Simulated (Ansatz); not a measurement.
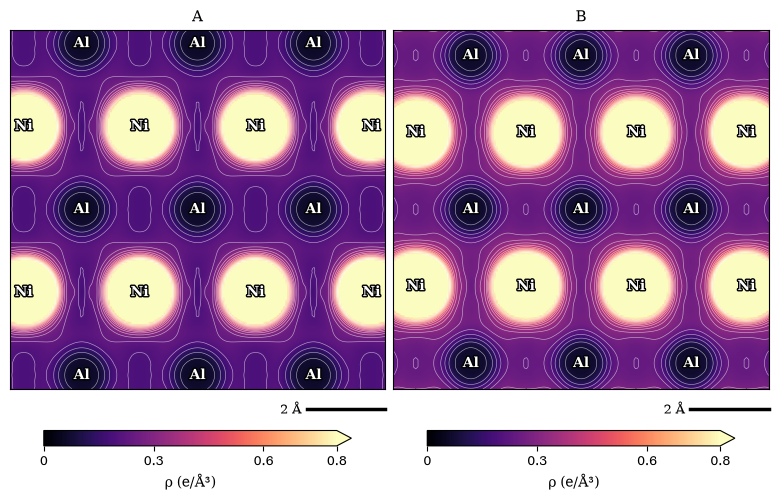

AlNi. The valence pseudo-density of two cells that differ in size and shape, on the (101̄) plane of each (indices in the axes of the calculation cell), at one length scale and on one colour scale: A has 13.4 Å³ an atom and B 10.9.

These are results of Ansatz, DFT PBE, scalar-relativistic, plane waves, PAW, not measurements.

> What changes from the larger cell to the smaller?

From the larger cell to the smaller, Al–Ni goes from 2.59 to 2.42 Å, and the density at its midpoint from 0.26 to 0.34 e/Å³; the pressure goes from −13 to 20 GPa.
